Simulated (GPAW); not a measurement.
# black phosphorene monolayer: work function by functional and basis

Wanted: work functions and dipole of black phosphorene monolayer, with the cost of each level. Where a layer proves gapped, the work function hangs on where the smearing puts the Fermi level, and the band edges take its place.

Main program and level: GPAW 26.7.0; GPAW, PAW setups; layer in a repeated cell with vacuum, relaxation of atoms and in-plane cell, in the first sound run; inputs show where later runs differ.

### 1. The starting structure

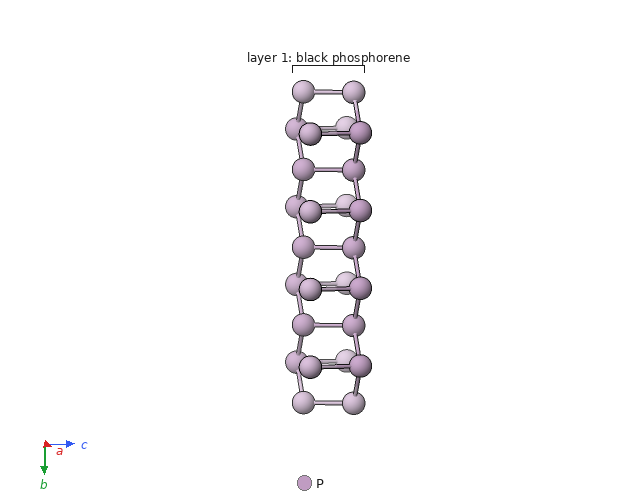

The starting structure, seen from the side, with the c axis across the page (phosphorus pink). 1×3×1 cells are drawn. Some periodic images of atoms are drawn too.

The cell holds 4 atoms: 4 P. Its edges and angles: a = 4.620 Å, b = 3.300 Å, c = 18.240 Å, α = 90.0°, β = 90.0°, γ = 90.0°. Vacuum lies along c.

### 2. Relaxing the atoms

Forces are removed first; all later runs use this geometry.

Contents of run.py:

```python
import json
import numpy as np
from ase import Atoms
from ase.filters import FrechetCellFilter
from ase.optimize import BFGS
from gpaw import GPAW, PW

slab = Atoms(
    ['P', 'P', 'P', 'P'],
    positions=[
        [0.41580, 0.00000, 8.00000],
        [1.89420, 1.65000, 8.10000],
        [4.20420, 0.00000, 10.24000],
        [2.72580, 1.65000, 10.14000]],
    cell=[[4.62, 0.0, 0.0], [0.0, 3.3, 0.0], [0.0, 0.0, 18.24]],
    pbc=[True, True, True])

slab.calc = GPAW(mode=PW(600), xc='PBE', kpts={'size': (6, 8, 1), 'gamma': True},
                 occupations={'name': 'fermi-dirac', 'width': 0.05}, nbands='160%',
                 convergence={'density': 1e-05}, maxiter=200,
                 symmetry={'tolerance': 1e-3}, txt='slab.txt')
result = {}
# The in-plane cell is free; stress needs a cell that repeats along all three vectors
path = []
opt = BFGS(FrechetCellFilter(slab, mask=[1, 1, 0, 0, 0, 1]), maxstep=0.2)
opt.attach(lambda: path.append((slab.get_potential_energy(), slab.positions.tolist(), slab.get_forces().tolist())))
result['relaxed'] = bool(opt.run(fmax=0.02, steps=45))
result['path'] = path
result['cell'] = slab.cell.tolist()
print('in-plane lattice', slab.cell.cellpar().round(4)[[0, 1, 5]])
energy = slab.get_potential_energy()
fermi = slab.calc.get_fermi_level()
v = slab.calc.get_electrostatic_potential().mean((0, 1)) - fermi
n = slab.calc.get_pseudo_density().mean((0, 1))
L = slab.cell[2, 2]
z = np.arange(len(v)) * L / len(v)
low, high = slab.positions[:, 2].min(), slab.positions[:, 2].max()
below, above = np.interp([low - 5.8, high + 5.8], z, v)
slopes = [np.interp(x, z, np.gradient(v, z)) for x in (low - 5.8, high + 5.8)]
eps = np.array([[slab.calc.get_eigenvalues(k, s) for k in range(len(slab.calc.get_ibz_k_points()))]
                for s in range(slab.calc.get_number_of_spins())]) - fermi
top, bottom = eps[eps < 0].max(), eps[eps > 0].min()
dipole = slab.get_dipole_moment()[2]
print(f'energy {energy:.4f} eV, Fermi level {fermi:.4f} eV, dipole {dipole:.5f} e A')
print(f'potential 5.8 A off the faces, from the Fermi level: lower {below:.4f} eV, upper {above:.4f} eV')
print(f'slope of the potential there: lower {slopes[0]:.5f}, upper {slopes[1]:.5f} eV/A')
print(f'nearest levels on the mesh: {top:.4f} and {bottom:.4f} eV')
print('magnetic moment', round(slab.get_magnetic_moment(), 3))
result.update(energy=energy, fermi=fermi, dipole=dipole, below=below, above=above, slopes=slopes, edges=[top, bottom],
              z=z.tolist(), v=v.tolist(), n=n.tolist(), positions=slab.positions.tolist(),
              forces=slab.get_forces(apply_constraint=False).tolist(), moments=slab.get_magnetic_moments().tolist())
json.dump(result, open('result.json', 'w'))
```

The run is started by

```sh
$ OMP_NUM_THREADS=1 OPENBLAS_NUM_THREADS=1 python run.py
```

What it wrote:

```text
Step          Energy          fmax
BFGS:    0      -21.194024        1.013409
BFGS:    1      -21.238823        0.819028
BFGS:    2      -21.295049        0.174189
BFGS:    3      -21.296042        0.087549
BFGS:    4      -21.296511        0.066638
BFGS:    5      -21.296997        0.023831
BFGS:    6      -21.297031        0.021387
BFGS:    7      -21.297050        0.017704
in-plane lattice [ 4.6228  3.3061 90.    ]
energy -21.2970 eV, Fermi level -1.5499 eV, dipole 0.00003 e A
potential 5.8 A off the faces, from the Fermi level: lower 4.5865 eV, upper 4.5865 eV
slope of the potential there: lower 0.00006, upper -0.00006 eV/A
nearest levels on the mesh: -0.4625 and 0.4394 eV
magnetic moment 0.0
```

Run time: 4 min. Hardware: 1 thread of Arm Neoverse V2, shared host; peak memory 0.37 GiB.

This step gave:

```yaml
dipole_along_the_normal: 2.57e-5 e·Å
levels_nearest_the_fermi_level_on_the_mesh: -0.4625, 0.4394 eV from the Fermi level
```

Electrostatic potential energy of an electron (without an applied field's), less the Fermi level, planar mean against z:

```
z (Å)  electrostatic potential energy of an electron (without an applied field's), less the Fermi level, planar mean (eV)
    0                                                                                                                4.59
    2                                                                                                                4.59
    4                                                                                                                4.59
    6                                                                                                                4.47
    8                                                                                                               -19.2
   10                                                                                                               -17.4
   12                                                                                                                4.34
   14                                                                                                                4.59
   16                                                                                                                4.59
   18                                                                                                                4.59
```

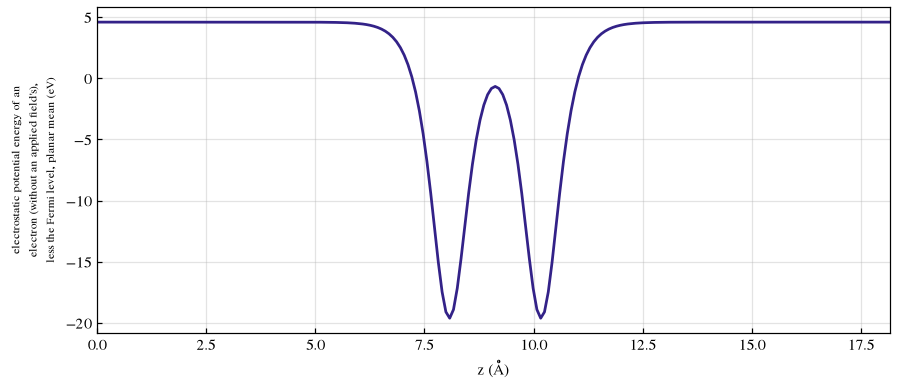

Electrostatic potential energy of an electron (without an applied field's), less the Fermi level, planar mean, plotted against z.

The pseudo valence density, planar mean oscillates, so the rows of the table below give means over windows of 0.52 Å about each position, cut where the curve ends. Its maxima inside the range that stand out by 2 % of the span (Å: e/Å³): 7.82: 0.348, 8.34: 0.344, 9.90: 0.344, 10.42: 0.348. Its minima: 7.99: 0.319, 9.21: 0.247, 10.25: 0.319.

The pseudo valence density, planar mean by z; means over each step:

```
z (Å)  pseudo valence density, planar mean (e/Å³)
 3.90                                      1.3e-5
 4.42                                      6.1e-5
 4.94                                      2.8e-4
 5.46                                     0.00135
 5.98                                     0.00648
 6.50                                      0.0309
 7.02                                       0.127
 7.54                                       0.305
 8.06                                       0.329
 8.58                                       0.320
 9.10                                       0.256
 9.62                                       0.315
10.14                                       0.329
10.66                                       0.313
11.18                                       0.140
11.70                                      0.0349
12.22                                     0.00739
12.74                                     0.00154
13.26                                      3.3e-4
13.78                                      6.9e-5
14.30                                      1.5e-5
```

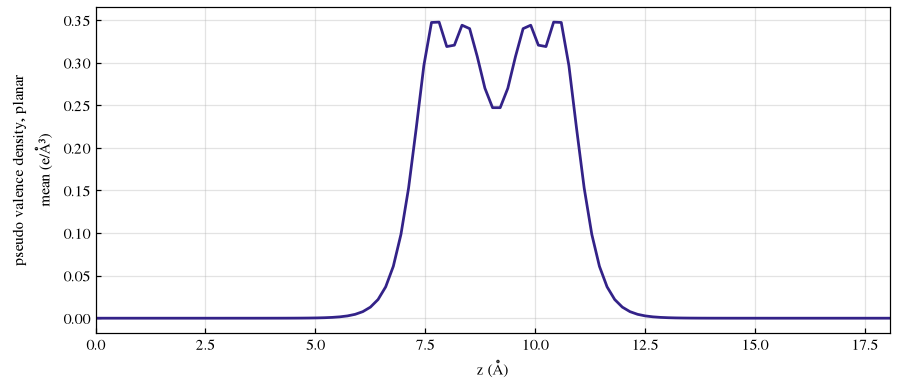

Pseudo valence density, planar mean against z.

The relaxation lowered the energy of the cell by 0.103 eV (energies extrapolated to zero smearing; the optimiser's log prints free energies). The largest force left on a free atom is 0.0087 eV/Å.

### 3. Plane waves, PBE

The work function is the vacuum plateau of the electrostatic potential less the Fermi level; a dipole layer lets the two faces have plateaus of their own.

This step: GPAW, PAW setups; slab in vacuum (GPAW 26.7.0).

The cell differs from the one that the last finished run ended in (c 18.240 → 18.111 Å).

run.py, as its differences from that of step 2:

```diff
@@ -3,4 +3,2 @@
 from ase import Atoms
-from ase.filters import FrechetCellFilter
-from ase.optimize import BFGS
 from gpaw import GPAW, PW
@@ -10,22 +8,15 @@
     positions=[
-        [0.41580, 0.00000, 8.00000],
-        [1.89420, 1.65000, 8.10000],
-        [4.20420, 0.00000, 10.24000],
-        [2.72580, 1.65000, 10.14000]],
-    cell=[[4.62, 0.0, 0.0], [0.0, 3.3, 0.0], [0.0, 0.0, 18.24]],
-    pbc=[True, True, True])
+        [0.40951, -0.00000, 8.00020],
+        [1.90352, 1.65303, 8.00000],
+        [4.21326, -0.00000, 10.11053],
+        [2.71925, 1.65303, 10.11073]],
+    cell=[[4.62277, 0.0, 0.0], [-0.0, 3.30606, 0.0], [0.0, 0.0, 18.1107]],
+    pbc=[True, True, False])
 
-slab.calc = GPAW(mode=PW(600), xc='PBE', kpts={'size': (6, 8, 1), 'gamma': True},
+slab.calc = GPAW(mode=PW(400), xc='PBE', kpts={'size': (6, 8, 1), 'gamma': True},
                  occupations={'name': 'fermi-dirac', 'width': 0.05}, nbands='160%',
                  convergence={'density': 1e-05}, maxiter=200,
+                 poissonsolver={'dipolelayer': 'xy'},
                  symmetry={'tolerance': 1e-3}, txt='slab.txt')
 result = {}
-# The in-plane cell is free; stress needs a cell that repeats along all three vectors
-path = []
-opt = BFGS(FrechetCellFilter(slab, mask=[1, 1, 0, 0, 0, 1]), maxstep=0.2)
-opt.attach(lambda: path.append((slab.get_potential_energy(), slab.positions.tolist(), slab.get_forces().tolist())))
-result['relaxed'] = bool(opt.run(fmax=0.02, steps=45))
-result['path'] = path
-result['cell'] = slab.cell.tolist()
-print('in-plane lattice', slab.cell.cellpar().round(4)[[0, 1, 5]])
 energy = slab.get_potential_energy()
```

What it wrote:

```text
energy -21.2914 eV, Fermi level -1.5280 eV, dipole 0.00035 e A
potential 5.8 A off the faces, from the Fermi level: lower 4.5882 eV, upper 4.5844 eV
slope of the potential there: lower 0.00006, upper -0.00006 eV/A
nearest levels on the mesh: -0.4626 and 0.4395 eV
magnetic moment 0.0
```

Elapsed: 22 s, on 1 thread; peak memory 0.21 GiB.

This step gave:

| Item | Value |
| --- | --- |
| dipole along the normal | 3.51e-4 e·Å |
| levels nearest the Fermi level on the mesh | -0.4626, 0.4395 eV from the Fermi level |
| upper work function | 4.584 eV |
| lower work function | 4.588 eV |
| upper ionisation energy | 5.047 eV |

Table of electrostatic potential energy of an electron (without an applied field's), less the Fermi level, planar mean by z:

```
z (Å)  electrostatic potential energy of an electron (without an applied field's), less the Fermi level, planar mean (eV)
    0                                                                                                                4.59
    2                                                                                                                4.59
    4                                                                                                                4.59
    6                                                                                                                4.44
    8                                                                                                               -19.5
   10                                                                                                               -18.6
   12                                                                                                                4.38
   14                                                                                                                4.58
   16                                                                                                                4.58
   18                                                                                                                4.59
```

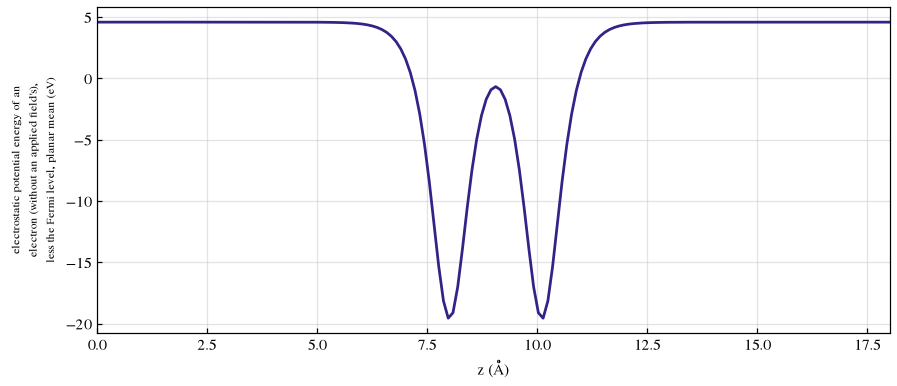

Electrostatic potential energy of an electron (without an applied field's), less the Fermi level, planar mean against z.

The pseudo valence density, planar mean oscillates, so the rows of the table below give means over windows of 0.65 Å about each position, cut where the curve ends. Its maxima inside the range that stand out by 2 % of the span (Å: e/Å³): 7.76: 0.346, 8.41: 0.344, 9.70: 0.344, 10.35: 0.346. Its minima: 7.98: 0.315, 9.06: 0.244, 10.13: 0.315.

The pseudo valence density, planar mean by z; means over each step:

```
z (Å)  pseudo valence density, planar mean (e/Å³)
 3.58                                      6.5e-6
 4.23                                      4.5e-5
 4.88                                      3.1e-4
 5.53                                     0.00218
 6.18                                      0.0155
 6.83                                      0.0965
 7.48                                       0.295
 8.13                                       0.331
 8.78                                       0.283
 9.43                                       0.294
10.08                                       0.332
10.73                                       0.272
11.38                                      0.0772
12.03                                      0.0119
12.68                                     0.00168
13.33                                      2.4e-4
13.98                                      3.5e-5
14.63                                      5.1e-6
```

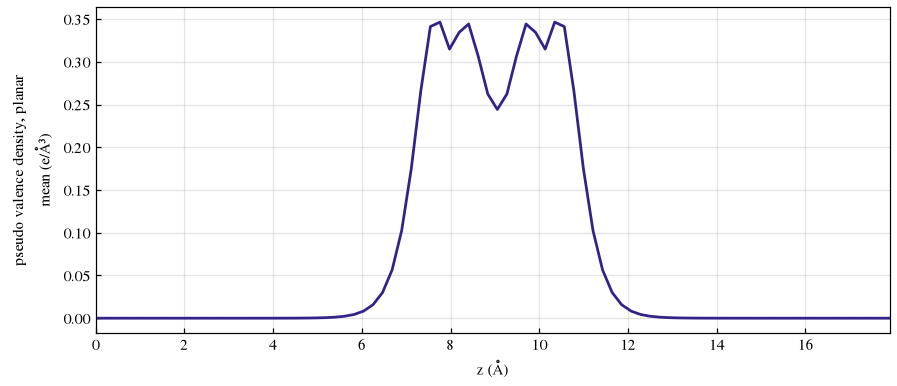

Pseudo valence density, planar mean, plotted against z.

The layer is gapped, so the Fermi level lies somewhere inside the gap, set by smearing and numerics, and these work functions are no property of the material; the band edges below the vacuum level are. The potential is flat to 5.6e-5 eV/Å where it is read, so the vacuum is wide enough.

### 4. Self-consistent run: xc = "LDA"

The same geometry under LDA, to see how far the functional moves the levels against the vacuum.

run.py, as its differences from that of step 3:

```diff
@@ -15,3 +15,3 @@
 
-slab.calc = GPAW(mode=PW(400), xc='PBE', kpts={'size': (6, 8, 1), 'gamma': True},
+slab.calc = GPAW(mode=PW(400), xc='LDA', kpts={'size': (6, 8, 1), 'gamma': True},
                  occupations={'name': 'fermi-dirac', 'width': 0.05}, nbands='160%',
```

What it wrote:

```text
energy -23.5641 eV, Fermi level -1.7366 eV, dipole 0.00035 e A
potential 5.8 A off the faces, from the Fermi level: lower 4.8024 eV, upper 4.7986 eV
slope of the potential there: lower 0.00006, upper -0.00006 eV/A
nearest levels on the mesh: -0.4206 and 0.3951 eV
magnetic moment 0.0
```

The job ended after 21 s (1 thread; peak memory 0.2 GiB).

Numbers from this step:

| Property | Result |
| --- | --- |
| dipole along the normal | 3.52e-4 e·Å |
| levels nearest the Fermi level on the mesh | -0.4206, 0.3951 eV from the Fermi level |
| upper work function | 4.799 eV |
| lower work function | 4.802 eV |
| upper ionisation energy | 5.219 eV |

The electrostatic potential energy of an electron (without an applied field's), less the Fermi level, planar mean by z:

```
z (Å)  electrostatic potential energy of an electron (without an applied field's), less the Fermi level, planar mean (eV)
    0                                                                                                                4.80
    1                                                                                                                4.80
    2                                                                                                                4.80
    3                                                                                                                4.80
    4                                                                                                                4.80
    5                                                                                                                4.80
    6                                                                                                                4.65
    7                                                                                                                1.81
    8                                                                                                               -19.2
    9                                                                                                              -0.609
   10                                                                                                               -18.4
   11                                                                                                               0.686
   12                                                                                                                4.59
   13                                                                                                                4.79
   14                                                                                                                4.80
   15                                                                                                                4.80
   16                                                                                                                4.80
   17                                                                                                                4.80
   18                                                                                                                4.80
```

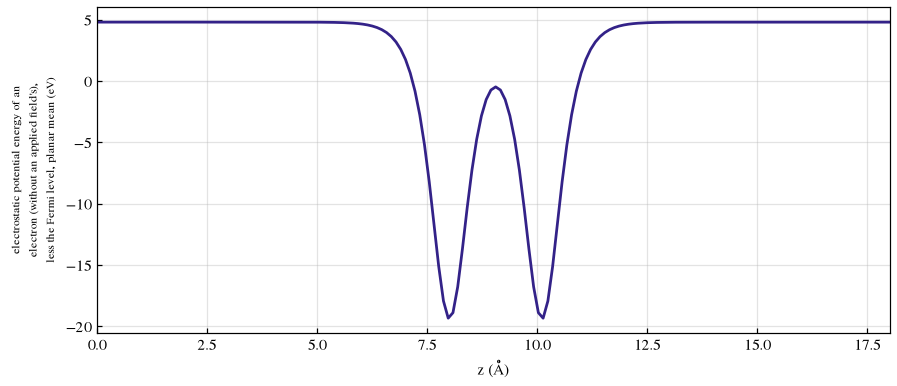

Electrostatic potential energy of an electron (without an applied field's), less the Fermi level, planar mean against z.

The pseudo valence density, planar mean oscillates, so the rows of the table below give means over windows of 0.65 Å about each position, cut where the curve ends. Its maxima inside the range that stand out by 2 % of the span (Å: e/Å³): 7.76: 0.347, 8.41: 0.346, 9.70: 0.346, 10.35: 0.347. Its minima: 7.98: 0.316, 9.06: 0.243, 10.13: 0.316.

Pseudo valence density, planar mean against z; means over each step:

```
z (Å)  pseudo valence density, planar mean (e/Å³)
 3.58                                      6.1e-6
 4.23                                      4.3e-5
 4.88                                      3.1e-4
 5.53                                     0.00224
 6.18                                      0.0158
 6.83                                      0.0962
 7.48                                       0.295
 8.13                                       0.332
 8.78                                       0.282
 9.43                                       0.294
10.08                                       0.333
10.73                                       0.271
11.38                                      0.0771
12.03                                      0.0122
12.68                                     0.00172
13.33                                      2.4e-4
13.98                                      3.3e-5
```

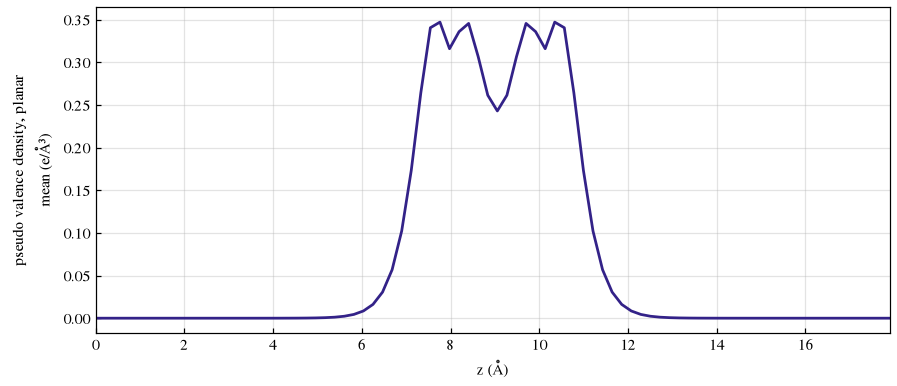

Pseudo valence density, planar mean, plotted against z.

Force by atom:

```
atom  x (eV/Å)  y (eV/Å)  z (eV/Å)   size
  P1     0.113     0.000     0.221  0.248
  P2    -0.122     0.000     0.226  0.257
  P3    -0.113     0.000    -0.221  0.248
  P4     0.122     0.000    -0.226  0.257
```

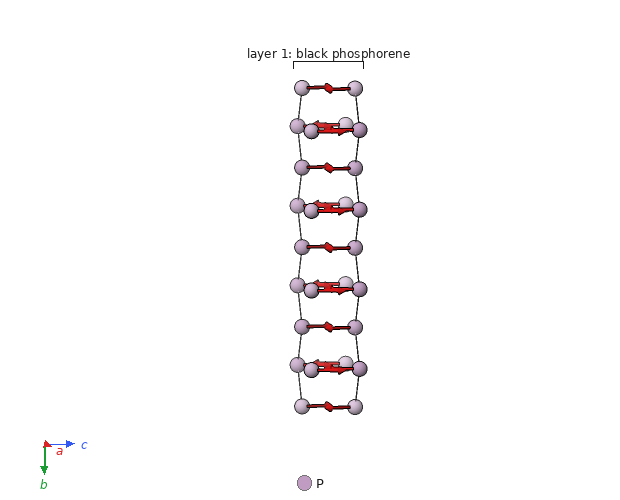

Force as arrows, the longest 0.257 eV/Å. 1×3×1 cells are drawn. Some periodic images of atoms are drawn too.

The highest filled level lies 0.421 eV under the Fermi level, so the ionisation energy from the upper face is 4.799 + 0.421 = 5.219 eV, against 5.047 eV in the base run.

[end of part 1 of 2]

[Logs are printed without paths, hosts, clocks, repeated set-up lines and the standing remarks that a program may print on its own settings, such as how far it seeks lower states.]

[Hosts, paths, dates, database ids (printed as entryN), source tags and the programs' standing remarks are cut or masked in the printed files.]
